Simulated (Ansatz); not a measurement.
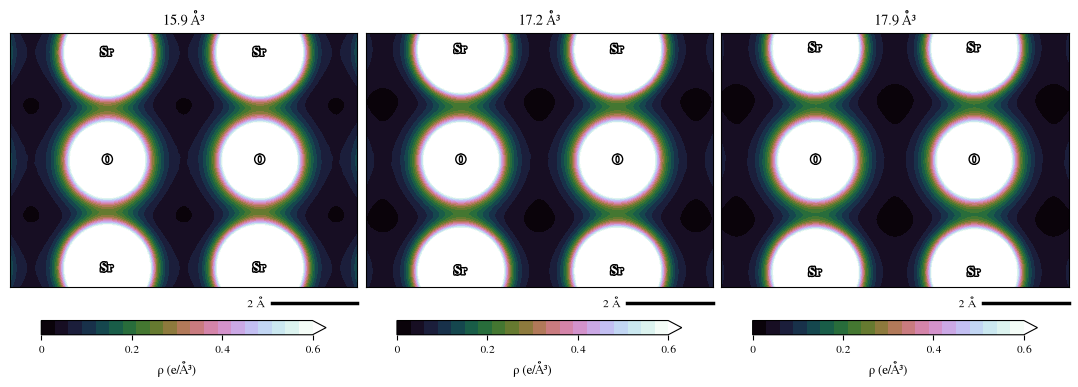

SrO. The valence pseudo-density of cells scaled evenly to different volumes (given per atom above each panel), on the (101̄) plane of each (indices in the axes of the cell below), at one length scale and on one colour scale.

Method: Ansatz 0.2.0, Kohn-Sham DFT of a periodic cell, r2SCAN with rVV10, Ansatz PAW.

The density is the valence pseudo-density of a PAW calculation; it isn't the true density close to the nuclei.

The largest cell:

```xyz
2
Lattice="0.0000 2.6166 2.6166 2.6166 0.0000 2.6166 2.6166 2.6166 0.0000" Properties=species:S:1:pos:R:3 pbc="T T T"
Sr    2.6166    2.6166    2.6166
O     0.0000    0.0000    0.0000
```

| volume (Å³/atom) | Sr–O contact in the plane (Å) | ρ at its midpoint (e/Å³) | pressure (GPa) | gap on the mesh (eV) | 
| --- | --- | --- | --- | --- |
| 15.89 | 2.514 | 0.261 | 7.5 | 3.77 | 
| 16.90 | 2.566 | ? | ? | ? | 
| 17.24 | 2.583 | 0.224 | −1.4 | 3.81 | 
| 17.92 | 2.617 | 0.208 | −4.6 | 3.82 | 

> What values belong in the row with question marks?

Over the known rows ln ρ falls by 2.21 per Å of Sr–O distance (a least-squares line), which gives 0.233 e/Å³ at 2.566 Å; the calculation gives 0.233 e/Å³. For the pressure, a straight line in volume between the neighbouring rows gives 0.8 GPa; the calculation gives 0.4, lower because pressure rises ever faster on compression. For the gap on the mesh, a straight line in volume between the neighbouring rows gives 3.80 eV; the calculation gives 3.80.
